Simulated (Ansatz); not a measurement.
Structure: a (111) slab cut from HfO$_{2}$ (Fm-3m), ended by O planes, 36 atoms in the cell; a = 7.21 Å, b = 7.21 Å, c = 24.36 Å, α = 90.00°, β = 90.00°, γ = 120.00°.

Method: DFT PBE, scalar-relativistic, plane waves, PAW, no spin polarisation, 6×6×1 k mesh, 420 eV cutoff (Ansatz).

What does the potential across the slab give for the band edges against vacuum?

From the vacuum level at the right face the ionisation potential is 6.87 eV and the electron affinity 2.72 eV; at the left face they are 6.34 and 2.19 eV. The slab's gap, their difference before rounding, is 4.15 eV. The vacuum level is 0.53 eV higher at the right than at the left, so the slab carries a dipole along its normal; the ramp in the vacuum, at or near the edge of the plot, is the dipole correction that keeps each side flat. Some atoms were held fixed in the relaxation, which can itself make the faces differ. The outermost atoms are 7.4 Å apart, which leaves 17.0 Å of vacuum in a cell 24.4 Å high.

Spin-orbit coupling is left out, which matters for Hf.

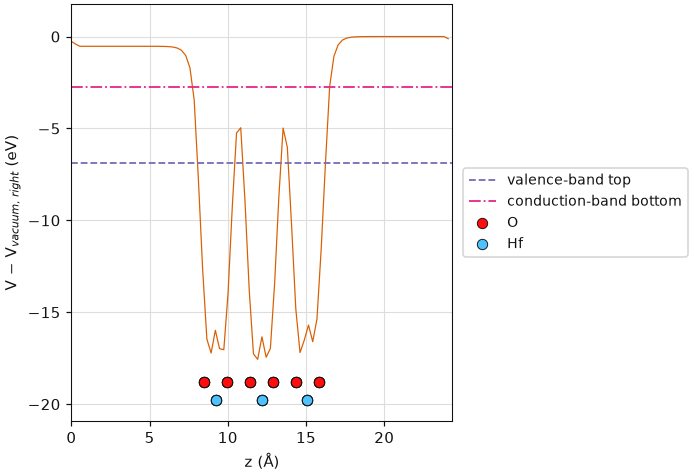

Plane-averaged electrostatic potential energy of an electron across the slab; circles at the bottom mark the heights of the atoms (positions after relaxation).
